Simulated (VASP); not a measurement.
## NaF: a changed input and its effect

System: NaF (P4/mmm, 2 atoms in the cell).
Method of the first run: DFT, r2SCAN, plane waves, PAW (VASP 6.6.1).

The structure was built on a prototype by a generator. The geometry comes from this level: r2SCAN (a point of a series of strains). 

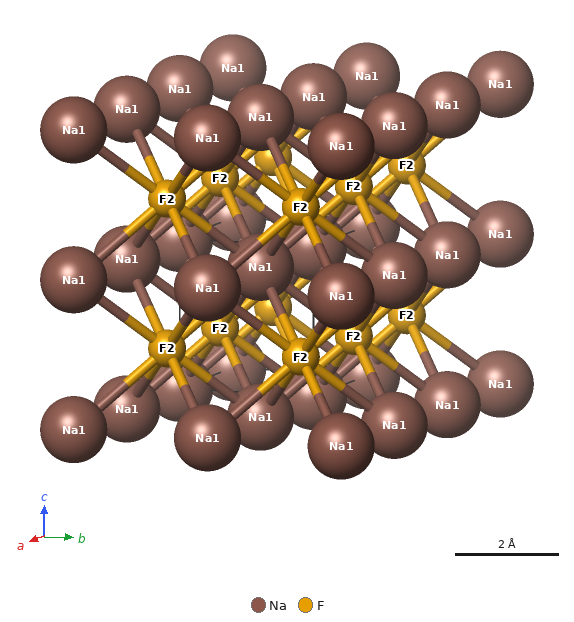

The structure as given in the input (ball-and-stick view of the cell of the calculation, repeated 3 × 2 × 2, seen slightly off an axis; atoms are numbered from 1 in the order of the input). Near neighbours in the crystal (not all of them lie inside the picture): Na has 8 F at 2.46 Å; F has 8 Na at 2.46 Å.

### INCAR, the first run
```
ENCUT = 520.000000
SIGMA = 0.010000
EDIFF = 1.00e-07
ALGO = Normal
METAGGA = R2SCAN
PREC = Accurate
IBRION = -1
ISIF = 2
ISMEAR = 0
NBANDS = 14
NELM = 120
NSW = 0
LASPH = .TRUE.
LCHARG = .TRUE.
LELF = .TRUE.
LWAVE = .FALSE.
LREAL = .FALSE.
```

### KPOINTS, the first run
```
KPOINTS created by Atomic Simulation Environment
0
Gamma
10 10 10
0 0 0
```

### KPOINTS_OPT, the first run
```
special points
5
Reciprocal
0.0000000000 0.0000000000 0.0000000000 1
0.0000000000 0.5000000000 0.0000000000 1
0.5000000000 0.5000000000 0.0000000000 1
0.5000000000 0.5000000000 0.5000000000 1
0.0000000000 0.5000000000 0.5000000000 1
```

### POSCAR, the first run
```
Na F
 1.0000000000000000
     2.7934852185999999    0.0000000000000000    0.0000000000000000
     0.0000000000000000    2.7934852185999999    0.0000000000000000
     0.0000000000000000    0.0000000000000000    2.9454508144000000
 Na  F
   1   1
Cartesian
  0.0000000000000000  0.0000000000000000  0.0000000000000000
  1.3967426092999999  1.3967426092999999  1.4727254072000000
```

Launched with:
```bash
mpirun -np 1 vasp_std
```

Hardware: 1 CPU thread, shared host.

### OSZICAR and lines of OUTCAR (the first run)
```
N       E                     dE             d eps       ncg     rms          rms(c)
DAV:   1     0.104021258503E+03    0.10402E+03   -0.78831E+03  3624   0.129E+03
DAV:   2    -0.104313555103E+02   -0.11445E+03   -0.10604E+03  3942   0.352E+02
DAV:   3    -0.157270291425E+02   -0.52957E+01   -0.52857E+01  4206   0.692E+01
DAV:   4    -0.157680541722E+02   -0.41025E-01   -0.41023E-01  4050   0.649E+00
DAV:   5    -0.157684806079E+02   -0.42644E-03   -0.42643E-03  4356   0.663E-01    0.458E+00
DAV:   6    -0.123072749958E+02    0.34612E+01   -0.10649E+00  3968   0.124E+01    0.150E+00
DAV:   7    -0.122800745027E+02    0.27200E-01   -0.31426E-01  4152   0.668E+00    0.132E+00
[...]
   1 F= -.12277718E+02 E0= -.12277718E+02  d E =-.109073E-26
       N       E                     dE             ncg
DAV:   1     0.146626656672E+04   -0.29316E+04      140
DAV:   2     0.873519026233E+03   -0.59275E+03      152
DAV:   3     0.845583640696E+03   -0.27935E+02      152
DAV:   4     0.845361832260E+03   -0.22181E+00      194
DAV:   5     0.845359735769E+03   -0.20965E-02      152
DAV:   6     0.845359702237E+03   -0.33531E-04      194
DAV:   7     0.845359701571E+03   -0.66636E-06      158
DAV:   8     0.845359701557E+03   -0.14337E-07      150
[... from OUTCAR:]
   NELECT =      14.0000    total number of electrons
 E-fermi :  -1.3456
  free  energy   TOTEN  =       -12.2777184314 eV
  energy  without entropy=      -12.2777184314  energy(sigma->0) =      -12.27771843
```

For the second run the input was changed thus:
```diff
-SIGMA = 0.010000
+SIGMA = 0.020000
-ALGO = Normal
-METAGGA = R2SCAN
+GGA = PE
-ISMEAR = 0
+ISMEAR = -1
```

How does the second run compare with the first run?

The total energies belong to different methods, so their difference says nothing on which is more stable or more accurate. The gap on the mesh goes from 6.63 to 5.65 eV. The pressure goes from −3.33 to 1.06 GPa. The functional changes from R2SCAN to PBE. The SCF takes 13 iterations against 17.

### OSZICAR and lines of OUTCAR (the second run)
```
N       E                     dE             d eps       ncg     rms          rms(c)
DAV:   1     0.107200623159E+03    0.10720E+03   -0.77205E+03  3604   0.126E+03
DAV:   2    -0.387814285703E+01   -0.11108E+03   -0.10285E+03  3924   0.342E+02
DAV:   3    -0.909592327668E+01   -0.52178E+01   -0.52079E+01  4170   0.677E+01
DAV:   4    -0.913483097004E+01   -0.38908E-01   -0.38906E-01  3996   0.623E+00
DAV:   5    -0.913519347550E+01   -0.36251E-03   -0.36250E-03  4284   0.598E-01    0.520E+00
DAV:   6    -0.827322766464E+01    0.86197E+00   -0.26686E+00  4148   0.142E+01    0.175E+00
DAV:   7    -0.824466874527E+01    0.28559E-01   -0.28596E-02  3698   0.279E+00    0.102E+00
DAV:   8    -0.822976189024E+01    0.14907E-01   -0.26550E-02  3768   0.408E+00    0.134E-01
DAV:   9    -0.823025133762E+01   -0.48945E-03   -0.34221E-03  4230   0.606E-01    0.822E-02
DAV:  10    -0.823020630516E+01    0.45032E-04   -0.45951E-04  3858   0.184E-01    0.187E-02
DAV:  11    -0.823020297522E+01    0.33299E-05   -0.22976E-05  4218   0.778E-02    0.197E-03
DAV:  12    -0.823020307962E+01   -0.10439E-06   -0.14984E-06  3932   0.161E-02    0.134E-03
DAV:  13    -0.823020300991E+01    0.69710E-07   -0.12114E-07  3870   0.476E-03
   1 F= -.82302030E+01 E0= -.82302030E+01  d E =-.279000E-11
       N       E                     dE             ncg
DAV:   1     0.151550407734E+04   -0.28823E+04      140
DAV:   2     0.945817993674E+03   -0.56969E+03      146
DAV:   3     0.918175010062E+03   -0.27643E+02      158
DAV:   4     0.917958077072E+03   -0.21693E+00      170
DAV:   5     0.917956315151E+03   -0.17619E-02      170
DAV:   6     0.917956292215E+03   -0.22937E-04      164
DAV:   7     0.917956291831E+03   -0.38330E-06      176
DAV:   8     0.917956291826E+03   -0.56327E-08      136
[... from OUTCAR:]
   NELECT =      14.0000    total number of electrons
 E-fermi :  -0.3671
  free  energy   TOTEN  =        -8.2302030099 eV
  energy  without entropy=       -8.2302030099  energy(sigma->0) =       -8.23020301
```

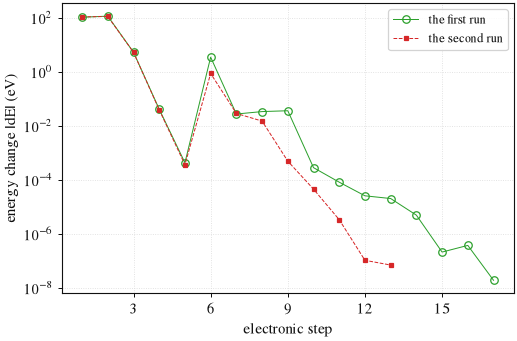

Convergence of the two runs: energy change |dE| against the electronic step. The first run takes 17 steps in all, and the second run takes 13.

### The two runs side by side

| quantity | the first run | the second run |
| --- | --- | --- |
| outcome | converged | converged |
| free energy per atom (eV) | −6.1389 | −4.1151 |
| gap on the mesh (eV) | 6.63 | 5.65 |
| pressure (GPa) | −3.33 | 1.06 |
| largest force (eV/Å) | 0.000 | 0.000 |
| SCF iterations | 17 | 13 |
| irreducible k-points | 126 | 126 |
